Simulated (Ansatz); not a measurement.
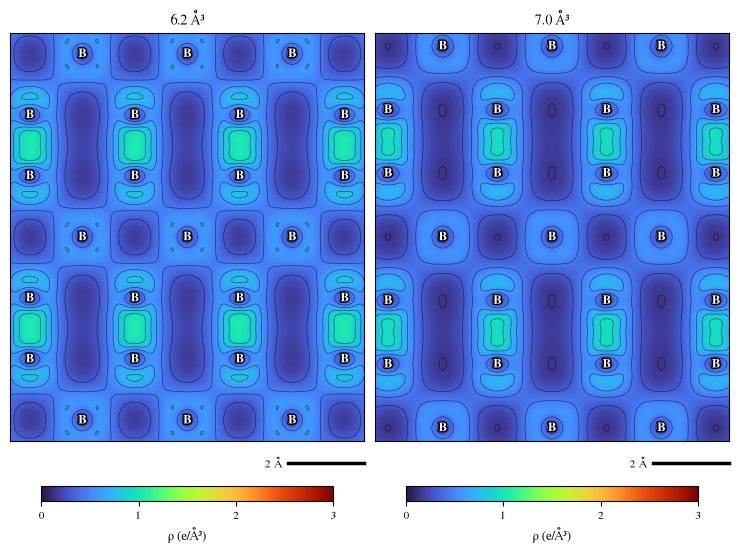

B. The valence pseudo-density of cells scaled evenly to different volumes (given per atom above each panel), on the (110) plane of each (indices in the axes of the cell below), at one length scale and on one colour scale.

A generated structure, not necessarily the stable one; computed without spin polarisation.

Computed with Ansatz, DFT, r2SCAN, plane waves (500 eV) with PAW, scalar-relativistic.

Core electrons are frozen (PAW), and the valence fields are smoothed inside the atomic spheres.

The largest cell:

```
B
1.0
     2.89679    0.00000    0.00000
    -1.44839    2.50869    0.00000
     0.00000    0.00000    2.87294
B
3
Direct
  0.00000 0.00000 0.00000
  0.33333 0.66667 0.50000
  0.66667 0.33333 0.50000
```

| volume (Å³/atom) | B–B contact in the plane (Å) | ρ at its midpoint (e/Å³) | pressure (GPa) | 
| --- | --- | --- | --- |
| 6.16 | 1.606 | 1.040 | 22.0 | 
| 6.69 | 1.651 | ? | ? | 
| 6.96 | 1.672 | 0.939 | −8.2 | 

Estimate the missing row, and compare with the calculation.

Over the known rows ln ρ falls by 1.55 per Å of B–B distance (the line through the two), which gives 0.970 e/Å³ at 1.651 Å; the calculation gives 0.971 e/Å³. For the pressure, a straight line in volume between the neighbouring rows gives 2.0 GPa; the calculation gives 0.0, lower because pressure rises ever faster on compression.
